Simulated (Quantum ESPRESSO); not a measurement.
# Run report: Pt, band-structure run (part 3 of 3)

Continued. System: Pt (Fm-3m, 1 atom in the cell). Method: Kohn-Sham DFT of a periodic cell, PBE, spin-orbit coupling, PseudoDojo 0.4 FR PBE standard, no spin polarisation (Quantum ESPRESSO 7.5); cutoff 1142.88 eV, 12×12×12 k-mesh, fermi-dirac of 0.05 eV. The structure derives from an entry of the Crystallography Open Database.

Geometry of the input (Å; fractional positions):
```
0.0000  1.9609  1.9609
1.9609  0.0000  1.9609
1.9609  1.9609  0.0000
Pt 0.0000  0.0000  0.0000
```

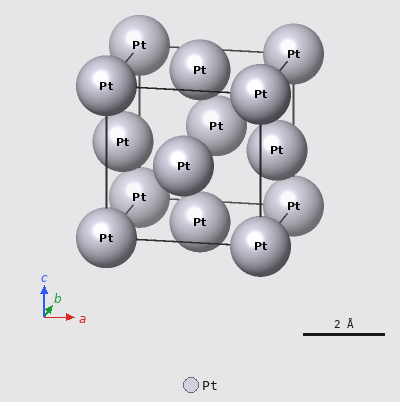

Figure 1. The structure as given in the input (spheres-only view of the cell 4 times as large as that of the calculation, set on its symmetry axes, seen slightly off an axis). An atom can appear more than once, as a periodic image.

## What the program printed, continued
```
   -74.7103 -74.7103 -40.0445 -40.0445 -25.2452 -25.2452 -25.0483 -25.0483
    16.8893  16.8893  17.4192  17.4192  21.6623  21.6623  22.8777  22.8777
    23.9792  23.9792  28.1861  28.1861  30.8795  30.8795  34.1465  34.1465
    36.6749  36.6749  44.4551  44.4551  47.9118  47.9118

          k =-0.7071 0.0000 0.0000 (  1298 PWs)   bands (ev):

   -74.7101 -74.7101 -40.0451 -40.0451 -25.2648 -25.2648 -25.0290 -25.0290
    16.4606  16.4606  16.9020  16.9020  23.4357  23.4357  23.7552  23.7552
    24.7238  24.7238  25.1289  25.1289  32.5473  32.5473  34.2473  34.2473
    35.6817  35.6817  43.7338  43.7338  46.9411  46.9411

          k = 0.2357 0.1179 0.0000 (  1336 PWs)   bands (ev):

   -74.7414 -74.7414 -39.9490 -39.9490 -24.9581 -24.9581 -24.8538 -24.8538
    15.0801  15.0801  18.8188  18.8188  19.7651  19.7651  20.9054  20.9054
    21.4919  21.4919  22.6363  22.6363  39.3653  39.3653  40.4042  40.4042
    42.5297  42.5297  44.4888  44.4888  47.5400  47.5400

          k = 0.2946 0.1768-0.0589 (  1333 PWs)   bands (ev):

   -74.7338 -74.7338 -39.9728 -39.9728 -25.0497 -25.0497 -24.8831 -24.8831
    16.0588  16.0588  18.7031  18.7031  19.6505  19.6505  20.9955  20.9955
    21.7244  21.7244  23.2772  23.2772  37.1233  37.1233  40.2221  40.2221
    42.3371  42.3371  43.9764  43.9764  48.6063  48.6063

          k = 0.3536 0.2357-0.1179 (  1321 PWs)   bands (ev):

   -74.7261 -74.7261 -39.9966 -39.9966 -25.1414 -25.1414 -24.9108 -24.9108
    16.7247  16.7247  19.1456  19.1456  19.4348  19.4348  20.7710  20.7710
    22.5410  22.5410  24.2012  24.2012  34.0718  34.0718  39.4466  39.4466
    41.0484  41.0484  44.6462  44.6462  47.7882  47.7882

          k =-0.2946-0.4125 0.5303 (  1324 PWs)   bands (ev):

   -74.7205 -74.7205 -40.0140 -40.0140 -25.2081 -25.2081 -24.9307 -24.9307
    16.8477  16.8477  19.0964  19.0964  20.1566  20.1566  20.7274  20.7274
    23.3032  23.3032  25.3680  25.3680  31.0518  31.0518  38.8334  38.8334
    40.3097  40.3097  43.1844  43.1844  49.4616  49.4617

          k =-0.2357-0.3536 0.4714 (  1328 PWs)   bands (ev):

   -74.7185 -74.7185 -40.0204 -40.0204 -25.2324 -25.2324 -24.9380 -24.9380
    16.8400  16.8400  19.0102  19.0102  20.3036  20.3036  21.0611  21.0611
    23.5651  23.5651  26.3718  26.3718  29.3188  29.3188  38.6158  38.6158
    40.1876  40.1876  42.3070  42.3070  50.6552  50.6553

          k = 0.3536 0.1179 0.0000 (  1325 PWs)   bands (ev):

   -74.7310 -74.7310 -39.9813 -39.9813 -25.0626 -25.0626 -24.9135 -24.9135
    16.3747  16.3747  18.2255  18.2255  19.7762  19.7762  21.5545  21.5545
    21.8031  21.8031  23.3034  23.3034  37.9936  37.9936  39.8928  39.8928
    41.7851  41.7851  43.1463  43.1463  46.7019  46.7019

          k = 0.4125 0.1768-0.0589 (  1321 PWs)   bands (ev):

   -74.7241 -74.7241 -40.0026 -40.0026 -25.1365 -25.1365 -24.9471 -24.9471
    17.1087  17.1087  18.2593  18.2593  19.4689  19.4689  21.5326  21.5326
    22.6064  22.6064  24.2992  24.2992  35.2301  35.2301  38.7651  38.7651
    40.4226  40.4226  44.0175  44.0175  47.1472  47.1472

          k =-0.2357-0.4714 0.5893 (  1318 PWs)   bands (ev):

   -74.7185 -74.7185 -40.0199 -40.0199 -25.1950 -25.1950 -24.9755 -24.9755
    17.3427  17.3427  18.6781  18.6781  19.4191  19.4191  21.3223  21.3223
    23.3925  23.3925  25.7690  25.7690  32.0900  32.0900  38.2261  38.2261
    39.4010  39.4010  43.2791  43.2791  48.8021  48.8021

          k =-0.1768-0.4125 0.5303 (  1323 PWs)   bands (ev):

   -74.7157 -74.7157 -40.0286 -40.0286 -25.2233 -25.2233 -24.9907 -24.9907
    17.4294  17.4294  18.6666  18.6666  19.8961  19.8961  21.1443  21.1443
    23.5415  23.5415  27.7368  27.7368  29.4555  29.4555  37.7470  37.7470
    39.2100  39.2100  42.5404  42.5404  49.8184  49.8185

          k =-0.1179-0.3536 0.4714 (  1321 PWs)   bands (ev):

   -74.7164 -74.7164 -40.0263 -40.0263 -25.2156 -25.2156 -24.9871 -24.9871
    17.5435  17.5435  18.7106  18.7106  19.8040  19.8040  21.0795  21.0795
    23.1780  23.1780  27.0157  27.0157  30.6593  30.6593  37.1525  37.1525
    39.8117  39.8117  42.9761  42.9761  48.9562  48.9562

          k =-0.0589-0.2946 0.4125 (  1325 PWs)   bands (ev):

   -74.7205 -74.7205 -40.0137 -40.0137 -25.1757 -25.1757 -24.9639 -24.9639
    17.5828  17.5828  18.8567  18.8567  19.1236  19.1236  21.1840  21.1840
    22.4604  22.4604  25.5820  25.5820  33.4262  33.4262  37.2302  37.2302
    40.4761  40.4761  44.6358  44.6358  46.8526  46.8526

          k = 0.0000-0.2357 0.3536 (  1324 PWs)   bands (ev):

   -74.7269 -74.7269 -39.9941 -39.9941 -25.1151 -25.1151 -24.9258 -24.9258
    17.0380  17.0380  18.5265  18.5265  19.3851  19.3851  21.3078  21.3078
    21.7365  21.7365  24.3585  24.3585  35.8348  35.8348  38.4119  38.4119
    41.3494  41.3494  44.4376  44.4376  47.2387  47.2387

          k = 0.4714 0.1179-0.0000 (  1316 PWs)   bands (ev):

   -74.7206 -74.7206 -40.0133 -40.0133 -25.1605 -25.1605 -24.9767 -24.9767
    17.0426  17.0426  17.6598  17.6598  20.2828  20.2828  22.5330  22.5330
    22.6988  22.6988  24.2723  24.2723  35.6744  35.6744  37.6864  37.6864
    39.3365  39.3365  44.5025  44.5025  44.9432  44.9432

          k =-0.1768-0.5303 0.6482 (  1325 PWs)   bands (ev):

   -74.7157 -74.7157 -40.0282 -40.0282 -25.2018 -25.2018 -25.0105 -25.0105
    17.2840  17.2840  17.8117  17.8117  20.1370  20.1370  22.3307  22.3307
    23.4915  23.4915  25.8927  25.8927  33.0972  33.0972  36.5248  36.5248
    38.1554  38.1554  44.4130  44.4130  47.1650  47.1650

          k =-0.1179-0.4714 0.5893 (  1322 PWs)   bands (ev):

   -74.7129 -74.7129 -40.0368 -40.0368 -25.2201 -25.2201 -25.0362 -25.0362
    17.4730  17.4730  18.2144  18.2144  19.9398  19.9398  21.9525  21.9525
    23.6847  23.6847  28.1944  28.1944  30.4425  30.4425  35.7501  35.7501
    37.9395  37.9395  43.9077  43.9077  49.3215  49.3216

          k =-0.0589-0.4125 0.5303 (  1317 PWs)   bands (ev):

   -74.7129 -74.7129 -40.0369 -40.0369 -25.2170 -25.2170 -25.0402 -25.0402
    17.7963  17.7963  18.5197  18.5197  19.6084  19.6084  21.6347  21.6347
    23.3311  23.3311  28.3372  28.3372  30.9518  30.9518  34.5902  34.5902
    39.0038  39.0038  43.6117  43.6117  49.1387  49.1387

          k =-0.0000-0.3536 0.4714 (  1325 PWs)   bands (ev):

   -74.7157 -74.7157 -40.0284 -40.0284 -25.2009 -25.2009 -25.0137 -25.0137
    18.1399  18.1399  18.6550  18.6550  19.0365  19.0365  21.4989  21.4989
    22.7551  22.7551  26.8872  26.8872  33.2011  33.2011  34.4558  34.4558
    40.1308  40.1308  43.9851  43.9851  47.5572  47.5572

          k =-0.1179-0.5893 0.7071 (  1319 PWs)   bands (ev):

   -74.7129 -74.7129 -40.0366 -40.0366 -25.2292 -25.2292 -25.0240 -25.0240
    16.8691  16.8691  17.2701  17.2701  21.5570  21.5570  23.1424  23.1424
    23.7764  23.7764  25.8150  25.8150  33.2772  33.2772  35.3827  35.3827
    36.7483  36.7483  44.5965  44.5965  46.3269  46.3269

          k =-0.0589-0.5303 0.6482 (  1317 PWs)   bands (ev):

   -74.7109 -74.7109 -40.0429 -40.0429 -25.2356 -25.2356 -25.0501 -25.0501
    17.0790  17.0790  17.5393  17.5393  21.0823  21.0823  22.7221  22.7221
    24.0065  24.0065  27.9756  27.9756  31.3956  31.3956  34.4421  34.4421
    36.4074  36.4074  45.2296  45.2296  47.6933  47.6933

          k =-0.0000-0.4714 0.5893 (  1318 PWs)   bands (ev):

   -74.7109 -74.7109 -40.0430 -40.0430 -25.2249 -25.2249 -25.0626 -25.0626
    17.4125  17.4125  18.0844  18.0844  20.3061  20.3061  22.1645  22.1645
    23.7376  23.7376  29.4990  29.4990  30.4603  30.4603  33.5706  33.5706
    37.4697  37.4697  44.6051  44.6051  49.9791  49.9799

          k =-0.7071 0.1179-0.0000 (  1320 PWs)   bands (ev):

   -74.7101 -74.7101 -40.0451 -40.0451 -25.2538 -25.2538 -25.0415 -25.0415
    16.7267  16.7267  17.1325  17.1325  22.2634  22.2634  23.2044  23.2044
    24.2904  24.2904  27.0594  27.0594  31.8626  31.8626  34.3139  34.3139
    35.6902  35.6902  44.9485  44.9485  46.8397  46.8397

          k =-0.2357-0.4714 0.7071 (  1329 PWs)   bands (ev):

   -74.7185 -74.7185 -40.0198 -40.0198 -25.1792 -25.1792 -24.9913 -24.9913
    17.7997  17.7997  18.1807  18.1807  19.1571  19.1571  22.0474  22.0474
    22.6512  22.6512  25.6935  25.6935  34.0616  34.0616  36.2924  36.2924
    39.4535  39.4535  45.7096  45.7096  45.9594  45.9594

          k =-0.1768-0.4125 0.6482 (  1322 PWs)   bands (ev):

   -74.7144 -74.7144 -40.0323 -40.0323 -25.2073 -25.2073 -25.0268 -25.0268
    17.9928  17.9928  18.4278  18.4278  19.1286  19.1286  21.7958  21.7958
    23.2807  23.2807  27.3173  27.3173  31.9201  31.9201  35.4910  35.4910
    38.4203  38.4203  44.7898  44.7898  47.7878  47.7878

          k =-0.1179-0.3536 0.5893 (  1312 PWs)   bands (ev):

   -74.7129 -74.7129 -40.0369 -40.0369 -25.2168 -25.2168 -25.0405 -25.0405
    18.0885  18.0885  18.2966  18.2966  19.4226  19.4226  21.5856  21.5856
    23.5250  23.5250  29.2546  29.2546  29.5887  29.5887  35.6851  35.6851
    37.7864  37.7864  44.3896  44.3896  48.7380  48.7380

          k =-0.1179-0.4714 0.7071 (  1326 PWs)   bands (ev):

   -74.7124 -74.7124 -40.0384 -40.0384 -25.2159 -25.2159 -25.0484 -25.0484
    17.5684  17.5684  17.9109  17.9109  19.9228  19.9228  22.4015  22.4015
    23.6809  23.6809  27.6134  27.6134  32.4405  32.4405  34.3945  34.3945
    36.9570  36.9570  46.6212  46.6212  46.7380  46.7380

          k =-0.0589-0.4125 0.6482 (  1320 PWs)   bands (ev):

   -74.7109 -74.7109 -40.0429 -40.0429 -25.2143 -25.2143 -25.0738 -25.0738
    17.7752  17.7752  18.3365  18.3365  19.5553  19.5553  21.9033  21.9033
    23.9200  23.9200  29.5713  29.5713  30.9379  30.9379  33.6816  33.6816
    36.4487  36.4487  46.2490  46.2490  48.5070  48.5070

          k = 0.0000-0.3536 0.5893 (  1323 PWs)   bands (ev):

   -74.7116 -74.7116 -40.0407 -40.0407 -25.2103 -25.2103 -25.0669 -25.0669
    18.0295  18.0295  18.6693  18.6693  19.0139  19.0139  21.7647  21.7647
    23.6706  23.6706  28.7841  28.7841  32.2290  32.2290  33.0710  33.0710
    37.2573  37.2573  45.9189  45.9189  47.9665  47.9665

          k =-0.7071 0.2357 0.0000 (  1312 PWs)   bands (ev):

   -74.7101 -74.7101 -40.0452 -40.0452 -25.2265 -25.2265 -25.0718 -25.0718
    17.3892  17.3892  17.8130  17.8130  20.4523  20.4523  22.3029  22.3029
    24.1821  24.1821  29.3814  29.3814  31.0818  31.0818  33.5844  33.5844
    35.7173  35.7173  46.9950  46.9950  47.9796  47.9796

          k =-0.7071 0.3536 0.0000 (  1316 PWs)   bands (ev):

   -74.7101 -74.7101 -40.0452 -40.0452 -25.2077 -25.2077 -25.0922 -25.0922
    17.8398  17.8398  18.8078  18.8078  19.0614  19.0614  21.7063  21.7063
    24.1593  24.1593  30.7237  30.7237  31.1043  31.1043  32.4832  32.4832
    35.7155  35.7155  47.9317  47.9317  48.1007  48.1007

     the Fermi energy is    23.6711 ev

!    total energy              =    -261.63020497 Ry
     estimated scf accuracy    <          1.9E-10 Ry
     smearing contrib. (-TS)   =      -0.00086902 Ry
     internal energy E=F+TS    =    -261.62933595 Ry

     The total energy is F=E-TS. E is the sum of the following terms:
     one-electron contribution =     -51.50263769 Ry
     hartree contribution      =      38.03242541 Ry
     xc contribution           =     -47.71793186 Ry
     ewald contribution        =    -200.44119180 Ry

     convergence has been achieved in   8 iterations

     Forces acting on atoms (cartesian axes, Ry/au):

     atom    1 type  1   force =     0.00000000    0.00000000    0.00000000

     Total force =     0.000000     Total SCF correction =     0.000000

     Computing stress (Cartesian axis) and pressure

          total   stress  (Ry/bohr**3)                   (kbar)     P=      105.08
   0.00071430  -0.00000000  -0.00000000          105.08       -0.00       -0.00
  -0.00000000   0.00071430  -0.00000000           -0.00      105.08       -0.00
  -0.00000000  -0.00000000   0.00071430           -0.00       -0.00      105.08

=------------------------------------------------------------------------------=
   JOB DONE.
=------------------------------------------------------------------------------=
```

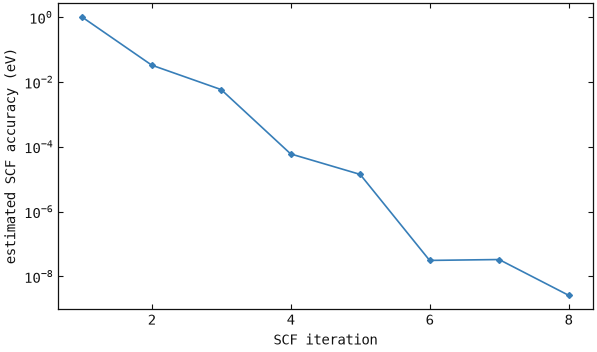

Figure 2. Convergence of the self-consistent field: estimated SCF accuracy against the iteration. The field takes 8 iterations in all.

## Summary

```tsv
quantity	value
outcome	converged
space group (tolerance 0.01 Å)	Fm-3m (225)
electrons treated	18
free energy	−3559.6603 eV
Fermi energy	23.671 eV
gap on the k-point mesh	none (metallic)
pressure	10.51 GPa
largest force (length of the vector)	under 0.001 eV/Å
wall time	1.7 min
peak memory	0.14 GiB
```

## Remarks

The cell is under a pressure of 10.5 GPa at this level, so it is not at its equilibrium volume.
